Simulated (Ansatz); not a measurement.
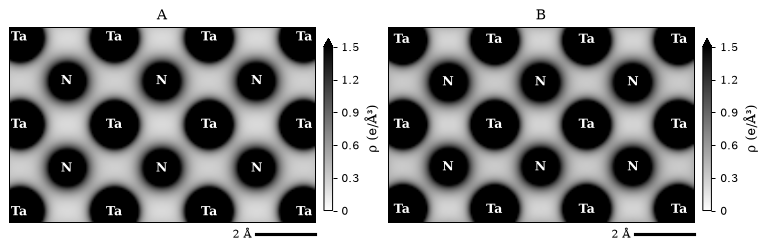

TaN. The valence charge density (pseudo) of two cells that differ in size, on the (011) plane of each (indices in the axes of the calculation cell), at one length scale and on one colour scale: A has 10.5 Å³ an atom and B 9.6.

Level of theory: DFT PBEsol, scalar-relativistic, plane waves, PAW (Ansatz 0.2.0).

In a PAW calculation such maps are meaningful between the atoms, not at the nuclei.

The larger cell:

```
CELL_PARAMETERS angstrom
0.18066 2.28140 2.28140
2.28140 0.18066 2.28140
2.28140 2.28140 0.18066
ATOMIC_POSITIONS crystal
Ta 0.50000 0.50000 0.50000
N 0.00000 0.00000 0.00000
```

The smaller cell: a = 3.143 Å, b = 3.143 Å, c = 3.143 Å, α = 54.73°, β = 54.73°, γ = 54.73°.

> What does the compression do to the bonding and the properties?

From the larger cell to the smaller, Ta–Ta goes from 2.97 to 2.89 Å, and the density at its midpoint from 0.28 to 0.31 e/Å³; Ta–N goes from 2.19 to 2.13 Å, and the density at its midpoint from 0.55 to 0.63 e/Å³; the pressure goes from 0.7 to 36 GPa.

PAW datasets: the set soft_1.
